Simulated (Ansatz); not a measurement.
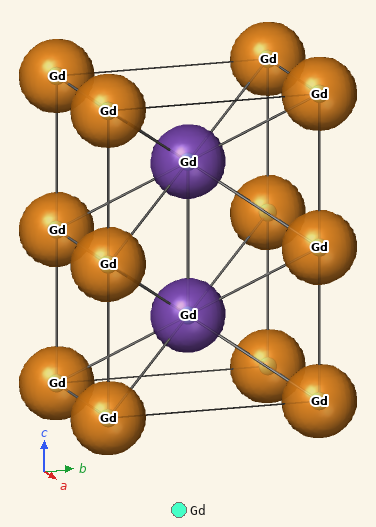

The picture shows: Gd. Isosurfaces of the magnetisation density (up minus down) at +0.3 (orange) and −0.3 e/Å³ (purple), seen slightly off an axis. Sticks mark near contacts.

Space group Fm-3m; a structure from a database of computed crystals, not necessarily the ambient phase; spin-polarised.

Computed with Ansatz 0.2.0, DFT, PBE, PAW with Ansatz's default frozen-core files, scalar-relativistic.

The density is the valence pseudo-density of a PAW calculation; it isn't the true density close to the nuclei.

Where is the spin, and how is it ordered?

Answer. The spin density sits on Gd: +7.2 μB (×2) and −7.2 μB (×2) in one cell of 4 atoms: antiferromagnetic in this solution, which needn't be the ground state, with some nearest magnetic neighbours parallel and some opposed. The cell of the calculation (4 atoms) carries 0.0 μB of net spin moment.
